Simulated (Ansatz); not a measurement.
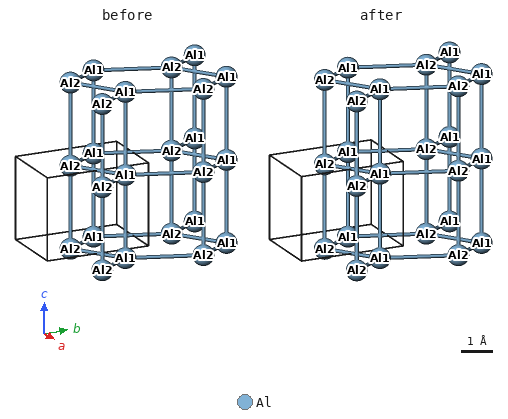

The structure of crystalline Al (a generated structure, set up in P6/mmm) before (left) and after (right) a relaxation, at one scale.

A ball-and-stick model of the cell of the calculation, repeated 2 × 2 × 2 with one cell outlined, seen slightly off an axis.

The run lets cell and atoms move.

These are results of Ansatz, Kohn-Sham DFT of a periodic cell, PBEsol0, Ansatz PAW, not measurements.

The input:
```yaml
crystal:
  lattice:
    - [4.4916, 0.0, 0.0]
    - [-2.2458, 3.88984, 0.0]
    - [0.0, 0.0, 2.7226]
  atoms:
    - { symbol: Al, position: [0.33333, 0.66667, 0.0] }
    - { symbol: Al, position: [0.66667, 0.33333, 0.0] }
hamiltonian:
  xc: { exchange: pbesol, correlation: pbesol, exx: { coeff: 0.25 } }
  pseudopotentials: { kind: paw }
kpoints:
  mp_grid: { grid: [4, 4, 5] }
scf:
  occupations: { method: fermi_dirac, width: 0.05 }
output:
  forces: true
  stress: true
  eigenvalues: true
relax:
  f_tol: 0.01
  max_steps: 40
  cell: { stress_tol: 0.05 }
```

Describe what moved and what it gained.

Over 3 accepted moves (4 points after the start) the energy falls by 3.7 meV per atom. All forces vanish by symmetry, so only the cell relaxes. Pressure: 1.30 GPa at the start and 0.02 GPa at the end. The SCF was repeated once at an unchanged geometry on a basis and grid sized afresh for the cell, which shifted the energy by 0.1 meV per atom at most. The atoms keep their places relative to the cell (all moves are under 0.005 Å). Cell: a = b 4.492 → 4.514 Å (+0.5 %), c 2.723 → 2.767 Å (+1.6 %). Volume +2.6 %. Near-neighbour distances that change, for instance: Al1–Al1 2.723 → 2.767 Å, Al1–Al2 2.593 → 2.606 Å. The space group stays P6/mmm (No. 191). Cost: 33 s on 1 × NVIDIA H100 80GB HBM3 with 2 threads of AMD EPYC 7R13 Processor (Zen 3), on a shared host, peak memory 1.4 GiB.

Limits of the set-up: the k-point mesh is coarse for a cell with partly filled bands.
